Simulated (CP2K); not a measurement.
**ZrS2: single-point calculation**

The run: single-point calculation of ZrS2 (P-3m1, 3 atoms in the cell). Method and program: DFT, PBE, Gaussian and plane waves, basis SZV-MOLOPT-SR-GTH, GTH potentials (CP2K 2026.2).

The structure derives from a Materials Project entry. The geometry comes from this level: r2scan-rvv10.

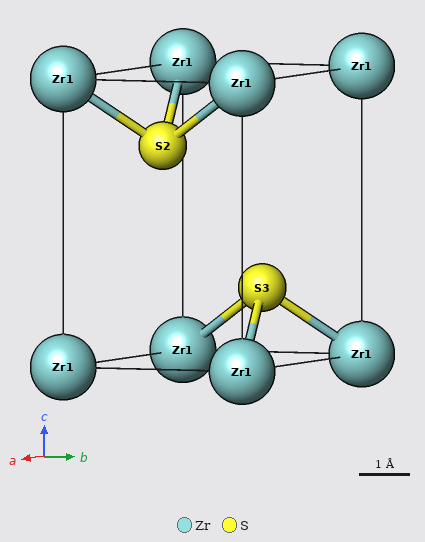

*The input geometry (ball-and-stick view of the cell of the calculation, seen at an oblique angle; atoms are numbered from 1 in the order of the input).*

### Results in brief

| quantity | value |
| --- | --- |
| outcome | converged |
| space group (tolerance 0.01 Å) | P-3m1 (164) |
| electrons treated | 24 |
| free energy | −1832.2574 eV |
| band gap | 0.53 eV |
| pressure | −8.40 GPa |
| largest force (length of the vector) | 1.549 eV/Å |
| hardware | 2 threads of Arm Neoverse V2, 128 GiB of memory available, shared host |
| wall time | 4.3 s (CPU time 7.8 s) |
| peak memory | 0.23 GiB |

The cell is under a tension of 8.4 GPa at this level, so it is not at its equilibrium volume.

### Input
```
&GLOBAL
 PROJECT run
 RUN_TYPE ENERGY_FORCE
 PRINT_LEVEL LOW
&END GLOBAL
&FORCE_EVAL
 METHOD QS
 STRESS_TENSOR ANALYTICAL
 &DFT
  BASIS_SET_FILE_NAME BASIS_MOLOPT
  POTENTIAL_FILE_NAME GTH_POTENTIALS
  &QS
   EXTRAPOLATION USE_GUESS
  &END QS
  &MGRID
   CUTOFF 350
   REL_CUTOFF 50
  &END MGRID
  &XC
   &XC_FUNCTIONAL PBE
   &END XC_FUNCTIONAL
  &END XC
  &KPOINTS
   SCHEME MONKHORST-PACK 5 5 3
   SYMMETRY F
   FULL_GRID F
  &END KPOINTS
  &SCF
   ADDED_MOS 9
   EPS_SCF 1e-6
   MAX_SCF 80
   &DIAGONALIZATION
   &END DIAGONALIZATION
   &MIXING
    METHOD BROYDEN_MIXING
    ALPHA 0.3
   &END MIXING
   &SMEAR
    METHOD FERMI_DIRAC
    ELECTRONIC_TEMPERATURE [K] 232
   &END SMEAR
   &PRINT
    &ITERATION_INFO
    &END ITERATION_INFO
   &END PRINT
  &END SCF
  &PRINT
   &BAND_STRUCTURE
    FILE_NAME bands.bs
    ADDED_MOS 6
    &KPOINT_SET
     UNITS B_VECTOR
     SPECIAL_POINT 0.00000000 0.00000000 0.00000000
     NPOINTS 0
    &END KPOINT_SET
    &KPOINT_SET
     UNITS B_VECTOR
     SPECIAL_POINT 0.50000000 0.00000000 0.00000000
     NPOINTS 0
    &END KPOINT_SET
    &KPOINT_SET
     UNITS B_VECTOR
     SPECIAL_POINT 0.33333333 0.33333333 0.00000000
     NPOINTS 0
    &END KPOINT_SET
    &KPOINT_SET
     UNITS B_VECTOR
     SPECIAL_POINT 0.00000000 0.00000000 0.50000000
     NPOINTS 0
    &END KPOINT_SET
    &KPOINT_SET
     UNITS B_VECTOR
     SPECIAL_POINT 0.50000000 0.00000000 0.50000000
     NPOINTS 0
    &END KPOINT_SET
    &KPOINT_SET
     UNITS B_VECTOR
     SPECIAL_POINT 0.33333333 0.33333333 0.50000000
     NPOINTS 0
    &END KPOINT_SET
    &KPOINT_SET
     UNITS B_VECTOR
     SPECIAL_POINT -0.08854200 0.04166700 0.00000000
     NPOINTS 0
    &END KPOINT_SET
    &KPOINT_SET
     UNITS B_VECTOR
     SPECIAL_POINT 0.00000000 0.50000000 0.50000000
     NPOINTS 0
    &END KPOINT_SET
   &END BAND_STRUCTURE
  &END PRINT
 &END DFT
 &SUBSYS
  &CELL
   A 3.67436193 0.00000000 0.00000000
   B -1.83718096 3.18209077 0.00000000
   C 0.00000000 0.00000000 5.85713580
  &END CELL
  &COORD
   SCALED
   Zr -0.00000000 -0.00000000 0.00000000
   S 0.66666667 0.33333333 0.75376482
   S 0.33333333 0.66666667 0.24623518
  &END COORD
  &KIND Zr
   BASIS_SET SZV-MOLOPT-SR-GTH
   POTENTIAL GTH-PBE
  &END KIND
  &KIND S
   BASIS_SET SZV-MOLOPT-SR-GTH
   POTENTIAL GTH-PBE
  &END KIND
 &END SUBSYS
 &PRINT
  &STRESS_TENSOR
  &END STRESS_TENSOR
  &FORCES
  &END FORCES
 &END PRINT
&END FORCE_EVAL
```

Launched with:
```bash
cp2k.psmp -i run.inp
```

### Log
```
CP2K| version string:                                       CP2K version 2026.2
 CP2K|            -lib tblite libvori libbqb
 CP2K| Input file name                                                   run.inp

 GLOBAL| Force Environment number                                              1
 GLOBAL| Cholesky decomposition library                                ScaLAPACK
 GLOBAL| Direct generalized diagonalization requested                          F
 GLOBAL| Matrix multiplication library                                 ScaLAPACK

 GENERATE|  Preliminary Number of Bonds generated:                             0
 GENERATE|  Achieved consistency in connectivity generation.

 *******************************************************************************
 *******************************************************************************
 **                                                                           **
 **     #####                         ##              ##                      **
 **    ##   ##            ##          ##              ##                      **
 **   ##     ##                       ##            ######                    **
 **   ##     ##  ##   ##  ##   #####  ##  ##   ####   ##    #####    #####    **
 **   ##     ##  ##   ##  ##  ##      ## ##   ##      ##   ##   ##  ##   ##   **
 **   ##  ## ##  ##   ##  ##  ##      ####     ###    ##   ######   ######    **
 **    ##  ###   ##   ##  ##  ##      ## ##      ##   ##   ##       ##        **
 **     #######   #####   ##   #####  ##  ##  ####    ##    #####   ##        **
 **           ##                                                    ##        **
 **                                                                           **
 **                                                ... make the atoms dance   **
 **                                                                           **
 **                      J. Chem. Phys. 152, 194103 (2020)                    **
 **                                                                           **
 *******************************************************************************

 *** available. The full set of unoccupied MOs will be used. Use           ***
 *** 'ADDED_MOS -1' to always use all available MOs and to get rid of this ***
 *** warning.                                                              ***

 TOTAL NUMBERS AND MAXIMUM NUMBERS

  Total number of            - Atomic kinds:                                   2
                             - Atoms:                                          3
                             - Shell sets:                                     3
                             - Shells:                                         8
                             - Primitive Cartesian functions:                 15
                             - Cartesian basis functions:                     19
                             - Spherical basis functions:                     18

  Maximum angular momentum of- Orbital basis functions:                        2
                             - Local part of the GTH pseudopotential:          2
                             - Non-local part of the GTH pseudopotential:      4

 SCF PARAMETERS         Density guess:                                    ATOMIC
                        --------------------------------------------------------
                        max_scf:                                              80
                        max_scf_history:                                       0
                        max_diis:                                              4
                        --------------------------------------------------------
                        eps_scf:                                        1.00E-06
                        eps_scf_history:                                0.00E+00
                        eps_diis:                                       1.00E-01
                        eps_eigval:                                     1.00E-05
                        --------------------------------------------------------
                        level_shift [a.u.]:                             0.000000
                        added MOs                                         6    0
                        --------------------------------------------------------
                        Mixing method:                            BROYDEN_MIXING
                                                charge density mixing in g-space
                        --------------------------------------------------------
                        Smear method:                                FERMI_DIRAC
                        Electronic temperature [K]:                        232.0
                        Electronic temperature [a.u.]:                  7.35E-04
                        Accuracy threshold:                             1.00E-10
                        --------------------------------------------------------
                        No outer SCF

 Extrapolation method: initial_guess

 Number of electrons:                                                         24
 Number of occupied orbitals:                                                 12
 Number of molecular orbitals:                                                18

 Number of orbital functions:                                                 18
 Number of independent orbital functions:                                     18

 SCF WAVEFUNCTION OPTIMIZATION

  ------------------------------------------------------------------------------
     1 NoMix/Diag. 0.30E+00    0.2     1.27287167       -67.2558043507 -6.73E+01
     2 Broy./Diag. 0.30E+00    0.3     0.31195846       -67.0012452832  2.55E-01
     3 Broy./Diag. 0.30E+00    0.3     0.05680026       -67.4462046532 -4.45E-01
     4 Broy./Diag. 0.30E+00    0.3     0.05157779       -67.3468795532  9.93E-02
     5 Broy./Diag. 0.30E+00    0.3     0.03068923       -67.2885798152  5.83E-02
     6 Broy./Diag. 0.30E+00    0.3     0.00069089       -67.3290135796 -4.04E-02
     7 Broy./Diag. 0.30E+00    0.3     0.00031033       -67.3334414219 -4.43E-03
     8 Broy./Diag. 0.30E+00    0.3     0.00000907       -67.3337714502 -3.30E-04
     9 Broy./Diag. 0.30E+00    0.3     0.00003085       -67.3343156013 -5.44E-04
    10 Broy./Diag. 0.30E+00    0.3     0.00000227       -67.3342953824  2.02E-05
    11 Broy./Diag. 0.30E+00    0.3     0.00000309       -67.3342299923  6.54E-05
    12 Broy./Diag. 0.30E+00    0.3     0.00000011       -67.3342224772  7.52E-06

  *** SCF run converged in    12 steps ***

  Electronic density on regular grids:        -23.9999999978        0.0000000022
  Core density on regular grids:               23.9999999978       -0.0000000022
  Total charge density on r-space grids:       -0.0000000001
  Total charge density g-space grids:          -0.0000000001

  Overlap energy of the core charge distribution:               0.00000000000130
  Self energy of the core charge distribution:               -134.78814974727553
  Core Hamiltonian energy:                                     32.62518417708647
  Hartree energy:                                              45.74916796229234
  Exchange-correlation energy:                                -10.92042486910165
  Electronic entropic energy:                                  -0.00000000015726
  Fermi energy:                                                 0.30223518187742

  Total energy:                                               -67.33422247715430
  Total energy (extrapolated to T->0):                        -67.33422247707567

 KPOINTS| Band Structure Calculation
 KPOINTS| Number of k-point sets                                               8
 KPOINTS| Number of added MOs/bands                                            6
 KPOINTS| Number of k-points in set    1                                       1
 KPOINTS| In units of b-vector [2pi/Bohr]
 KPOINTS| Special point     1 not specifi     0.000000     0.000000     0.000000
 KPOINTS| Time for k-point line                                            0.001
 KPOINTS| Number of k-points in set    2                                       1
 KPOINTS| In units of b-vector [2pi/Bohr]
 KPOINTS| Special point     1 not specifi     0.500000     0.000000     0.000000
 KPOINTS| Time for k-point line                                            0.001
 KPOINTS| Number of k-points in set    3                                       1
 KPOINTS| In units of b-vector [2pi/Bohr]
 KPOINTS| Special point     1 not specifi     0.333333     0.333333     0.000000
 KPOINTS| Time for k-point line                                            0.001
 KPOINTS| Number of k-points in set    4                                       1
 KPOINTS| In units of b-vector [2pi/Bohr]
 KPOINTS| Special point     1 not specifi     0.000000     0.000000     0.500000
 KPOINTS| Time for k-point line                                            0.001
 KPOINTS| Number of k-points in set    5                                       1
 KPOINTS| In units of b-vector [2pi/Bohr]
 KPOINTS| Special point     1 not specifi     0.500000     0.000000     0.500000
 KPOINTS| Time for k-point line                                            0.001
 KPOINTS| Number of k-points in set    6                                       1
 KPOINTS| In units of b-vector [2pi/Bohr]
 KPOINTS| Special point     1 not specifi     0.333333     0.333333     0.500000
 KPOINTS| Time for k-point line                                            0.001
 KPOINTS| Number of k-points in set    7                                       1
 KPOINTS| In units of b-vector [2pi/Bohr]
 KPOINTS| Special point     1 not specifi    -0.088542     0.041667     0.000000
 KPOINTS| Time for k-point line                                            0.001
 KPOINTS| Number of k-points in set    8                                       1
 KPOINTS| In units of b-vector [2pi/Bohr]
 KPOINTS| Special point     1 not specifi     0.000000     0.500000     0.500000
 KPOINTS| Time for k-point line                                            0.001

 ENERGY| Total FORCE_EVAL ( QS ) energy [hartree]            -67.334219104217809

 FORCES| Atomic forces [hartree/bohr]
 FORCES|   Atom     x               y               z               |f|
 FORCES|      1  6.31904071E-15  4.11064417E-09 -7.22025284E-10   4.17357353E-09
 FORCES|      2 -4.95995856E-09 -8.97788262E-10  3.01255787E-02   3.01255787E-02
 FORCES|      3  4.95995849E-09 -3.21284867E-09 -3.01255780E-02   3.01255780E-02
 FORCES| Sum     6.25347852E-15  7.23591979E-15 -1.07979597E-13
 FORCES| Total atomic force                                       1.08402297E-13

 STRESS| Analytical stress tensor [bar]
 STRESS|                        x                   y                   z
 STRESS|      x       -8.35019380506E+04  -1.77782310409E-01   1.80316442787E-02
 STRESS|      y       -1.77782310409E-01  -8.35021910231E+04  -2.35022903968E-02
 STRESS|      z        1.80316442787E-02  -2.35022903968E-02  -8.49224707220E+04
 STRESS| 1/3 Trace                                            -8.39755332652E+04
 STRESS| Determinant                                          -5.92129976219E+14

 STRESS| Eigenvectors and eigenvalues of the analytical stress tensor [bar]
 STRESS|                        1                   2                   3
 STRESS| Eigenvalues  -8.49224707226E+04  -8.35022827232E+04  -8.35018463499E+04
 STRESS|      x          -0.000012691509      0.458412256080      0.888739671284
 STRESS|      y           0.000016546061      0.888739671330     -0.458412255868
 STRESS|      z           0.999999999783     -0.000008887197      0.000018864364
```

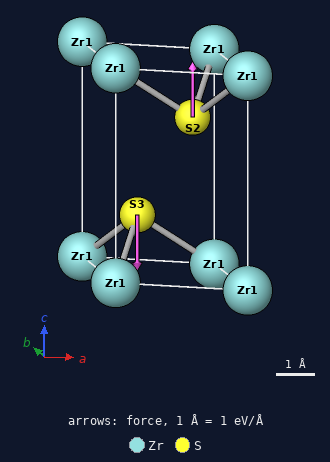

*Forces on the atoms as pink arrows (ball-and-stick view of the cell of the calculation, seen slightly off an axis; atoms are numbered from 1 in the order of the input).*

The largest act on S2, S3 (1.55 eV/Å). The geometry is not a stationary point of this energy.
